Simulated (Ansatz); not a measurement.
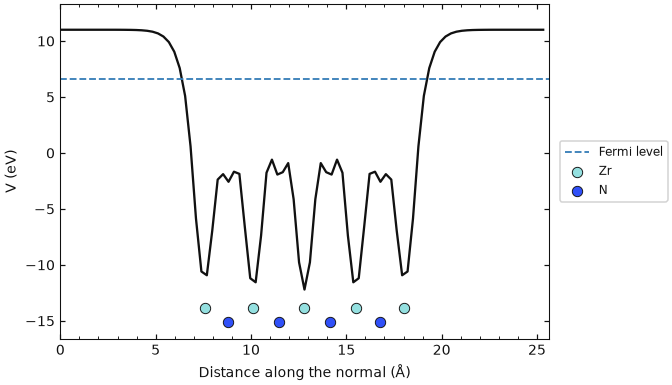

Plane-averaged electrostatic potential energy of an electron across the slab; circles at the bottom mark the heights of the atoms (positions after relaxation).

System: a (111) slab cut from ZrN (Fm-3m), of composition Zr$_{5}$N$_{4}$ (not the bulk's), ended by Zr planes, 9 atoms in the cell.

Computed with Ansatz: DFT PBE, scalar-relativistic, plane waves, PAW, no spin polarisation, 12×12×1 k mesh, 420 eV cutoff, Gaussian smearing of 0.1 eV.

Read off the work function of each face.

Answer. The work function is 4.38 eV, the same on both faces. The two vacuum levels agree, so the slab has no net dipole along its normal.

How thick are slab and vacuum?

Answer. The outermost atoms are 10.5 Å apart, which leaves 15.1 Å of vacuum in a cell 25.6 Å high.
